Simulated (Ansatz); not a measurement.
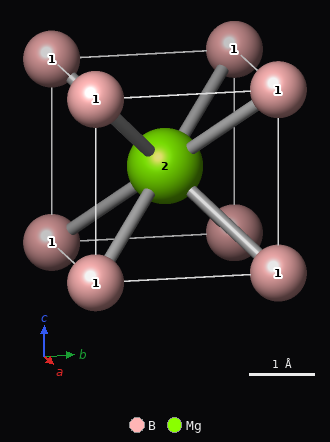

**Figure 1.** The structure (ball-and-stick view of the cell of the calculation, seen slightly off an axis; atoms are numbered from 1 in the order of the input). Near neighbours in the crystal (not all of them lie inside the picture): B has 8 Mg at 2.51 Å; Mg has 8 B at 2.51 Å.

## Band-structure calculation of MgB

The run: band-structure calculation of MgB (Pm-3m, 2 atoms in the cell). Method and program: DFT, PBE, all-electron LAPW, non-relativistic, no spin polarisation (Ansatz 0.2.0).

It belongs to a series of runs on one base structure; here: no relativity. Figures and captions count atoms from 1; the log counts them from 0 in places.

The input
```yaml
crystal:
  lattice:
    - [2.8930974391, 0.0, 0.0]
    - [0.0, 2.8930974391, 0.0]
    - [0.0, 0.0, 2.8930974391]
  atoms:
    - { symbol: B, position: [0.0, 0.0, 0.0] }
    - { symbol: Mg, position: [0.5, 0.5, 0.5] }
kpoints:
  mp_grid: { grid: [11, 11, 11] }
  band_path:
    path:
      - [0.0, 0.0, 0.0]
      - [0.0, 0.5, 0.0]
      - [0.5, 0.5, 0.0]
      - [0.0, 0.0, 0.0]
      - [0.5, 0.5, 0.5]
      - [0.0, 0.5, 0.0]
      - [0.5, 0.5, 0.5]
      - [0.5, 0.5, 0.0]
    npoints: 5
scf:
  occupations: { method: fermi_dirac, width: 0.05 }
hamiltonian:
  xc: pbe
  pseudopotentials:
    kind: all_electron
    lapw: { basis_error: 0.00025 }
    relativity: none
output:
  forces: true
  stress: true
  eigenvalues: true
```

Run on 1 thread of Intel Xeon @ 2.50GHz (Skylake/Cascade Lake), 189 GiB of memory available, shared host.

Command:
```bash
ansatz run input.yaml --threads 1 --pin off --max-ram 2048MiB --backend cpu --events-out ev --progress --plain --runs-dir out
```

Output
```
LAPW: plane waves up to 7.601 Å⁻¹, error target 2.5e-4 eV per atom; B in spheres of 1.188 Å, 5 of its electrons in bands, Dirac shells []; Mg in spheres of 1.318 Å, 10 of its electrons in bands, Dirac shells [] (how accurate: hamiltonian.pseudopotentials.lapw.basis_error, Limitations)
Engine: ansatz 0.2.0, x86_64-unknown-linux-gnu
Pseudopotentials: kind: all_electron
Pseudopotential: B, LAPW, valence charge 5, lapw/all_electron/none/B, Schrödinger's equation, point nucleus
Pseudopotential: Mg, LAPW, valence charge 10, lapw/all_electron/none/Mg, Schrödinger's equation, point nucleus
Functional definition: PBE
  parameter kappa = 0.804
  parameter beta = 0.06672455060314922
  exchange = pbe_x(kappa = kappa, mu = beta*pi^2/3)
  correlation = pbe_c(beta = beta)
Crystal: 2 atoms, lattice volume = 24.215 Å³
Basis set: ecut = 220.12287368702235 eV, 179 PW (Γ), exchange–correlation at level 2
Bands: 12, of which v1, the nominal top of the filled ones, is band 8 counted from 1 (7 counted from 0)
Symmetry: 48 space group operations
Space group: Pm-3m (ITA 221), of the structure as read, at distance tolerance 2.9e-5 Å
k-points: 56 of 1331
Non-local potential: B, projectors of the file, none
Non-local potential: Mg, projectors of the file, none
Initial density: superposition of atomic densities (chi_scale 0.1, normalization cell, long waves kept (reshape's long-wave potential 0.00 eV rms))
Initial wavefunctions: plane waves of lowest kinetic energy (no species holds an atomic orbital)
Functional: x = pbe(κ = 0.804, μ = 0.2195149727645171), c = pbe(β = 0.06672455060314922)
iter 1 solved again at ethr=2.57e-3 eV; its pass at ethr=1.00e-1 eV (dr2=3.86e-1 eV) is discarded
SCF iter   1: F=—  HF=-6117.136262 eV  |F-HF|=—  |Δ(HF+E_count)|=         —  Δρ=3.10e-2  dr2=3.85e-1  ethr=2.57e-3  ⟨swp⟩=2.0  Hψ=5148  notcnv=0
preconditioner: auto → none  [metal: Δε(μ)=0.098 eV  Ē_g=10.941 eV  σ=0.050 eV  W_gap=0.42  n_scr=6 (ndim 8)  ℏωp=16.9 eV  f_vac=0.000  D(μ)=0.56/eV (n_scr^D=0)  sad-step TF]
SCF iter   2: F=—  HF=-6116.991802 eV  |F-HF|=—  |Δ(HF+E_count)|=   1.44e-1  Δρ=1.90e-2  dr2=1.51e-1  ethr=2.57e-3  ⟨swp⟩=2.0  Hψ=2072  notcnv=0
iter 3 solved again at ethr=1.40e-5 eV; its pass at ethr=1.01e-3 eV (dr2=2.09e-3 eV) is discarded
SCF iter   3: F=—  HF=-6116.939459 eV  |F-HF|=—  |Δ(HF+E_count)|=   5.23e-2  Δρ=2.76e-3  dr2=2.09e-3  ethr=1.40e-5  ⟨swp⟩=2.0  Hψ=3397  notcnv=0
SCF iter   4: F=—  HF=-6116.939679 eV  |F-HF|=—  |Δ(HF+E_count)|=         —  Δρ=3.15e-4  dr2=3.40e-5  ethr=1.39e-5  ⟨swp⟩=2.0  Hψ=1824  notcnv=0
the basis was enlarged: its passes take 133.3 KiB over the memory plan, 1 of 1 planned eigensolver slots
SCF iter   5: F=—  HF=-6116.939615 eV  |F-HF|=—  |Δ(HF+E_count)|=   6.37e-5  Δρ=7.74e-5  dr2=1.44e-6  ethr=2.27e-7  ⟨swp⟩=2.0  Hψ=1824  notcnv=0
SCF iter   6: F=-6116.939616 eV  HF=-6116.939616 eV  |F-HF|=2.47e-8  |Δ(HF+E_count)|=   2.72e-7  Δρ=8.37e-6  dr2=8.10e-9  ethr=9.62e-9  ⟨swp⟩=2.1  Hψ=1834  notcnv=0
SCF 1 converged in 6 iterations: F = -6116.939616 eV  dr2 = 8.10e-9
```

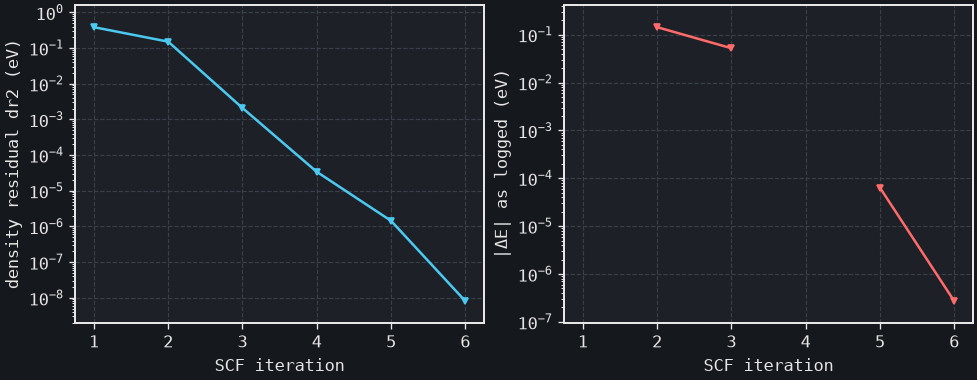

**Figure 2.** Convergence of the self-consistent field: density residual dr2 and size of the energy change against the SCF iteration. The residual falls at every step.

```
NSCF: frozen V_eff on 36 k-points
SCF converged after 6 iterations
Free energy (F): -6116.939616 eV
Harris-Foulkes:  -6116.939616 eV  (|F-HF|=2.47e-8)
Internal energy: -6116.935951 eV  (E = F + TS)
E sigma→0 (E₀):  -6116.937783 eV
Entropy (-TS):   -0.003665 eV (-1.832 meV/atom)
Fermi energy:    8.272505 eV
--- Per-component energies (eV) ---
  E_band       = -647.200811
  E_kinetic    = 6102.982091
  E_xc         = -556.790380
  E_electrostatic = -11663.127662  (all electrons and nuclei)
  E_smearing   = -0.003665  (= −TS)
  E_closure    = 0.000000  (closes the sum)
  E_atoms      = -6110.335600  (free atoms, spherical and without spin; not in F)
  Σ components = -6116.939616   (vs F -6116.939616, Δ=0.00e0)
  Basis errors (estimates in eV, not in F): energy 7.3e-5 per atom: plane waves 6.3e-5 (3.3e-5 summed), levels above the bands 2.6e-94, relativity 0.0e0, radial functions 1.0e-5, core shells 9.6e-16; eigenvalues (radial functions only) 2.9e-6; not estimated: angular momenta, meshes, grids; target (lapw.basis_error) 2.5e-4; muffin-tin radii B 1.188 Å, Mg 1.318 Å
--- Forces (eV/Å), atoms counted from 1 ---
  atom   1  B     -0.00000000     0.00000000     0.00000000
  atom   2  Mg     0.00000000     0.00000000     0.00000000
  max |Σ_I F_I| component: 3.78e-31 eV/Å
--- Stress (GPa, compression-positive) ---
        0.043870       0.000000       0.000000
        0.000000       0.043870       0.000000
        0.000000       0.000000       0.043870
  P = ⅓ Tr σ = 0.0439 GPa (0.439 kbar)
--- Band table (eV; the first three rows and the last of 56) ---
  k-point 0: bands = ["-165.9117", "-66.6085", "-33.6781", "-33.6781", "-33.6781", "-2.4762", "10.7916", "10.7916", "10.7916", "15.3100", "15.3100", "17.3120"]
  k-point 1: bands = ["-165.9117", "-66.6082", "-33.6824", "-33.6777", "-33.6777", "-2.3449", "9.7589", "10.8664", "10.8664", "15.4562", "16.1620", "17.6548"]
  k-point 2: bands = ["-165.9117", "-66.6073", "-33.6938", "-33.6767", "-33.6767", "-1.9544", "7.8626", "11.0782", "11.0782", "15.8941", "17.0451", "18.9896"]
  k-point 55: bands = ["-165.9117", "-66.5965", "-33.7177", "-33.7176", "-33.7176", "5.6557", "6.9679", "6.9679", "7.5909", "12.4834", "12.4834", "12.4887"]
```

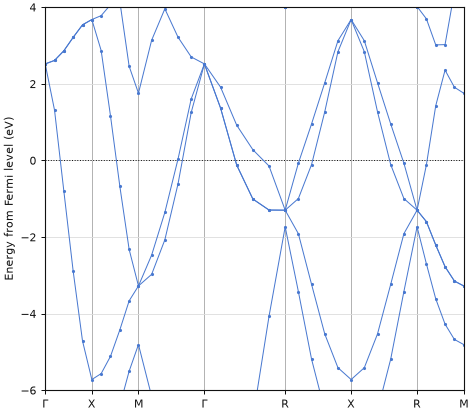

**Figure 3.** Band structure along Γ–X–M–Γ–R–X–R–M, with energies from the Fermi level. Bands cross the Fermi level: a metal at this level of theory.

Results in brief

```tsv
quantity	value
outcome	converged
space group (tolerance 0.01 Å)	Pm-3m (221)
electrons in bands (core shells apart)	15
free energy	−6116.9396 eV
Fermi energy	8.273 eV
pressure	0.04 GPa
electronic character	metal
largest force (length of the vector)	under 0.001 eV/Å
wall time	18 s (CPU time 11 s; the host was busy)
peak memory	0.27 GiB
```
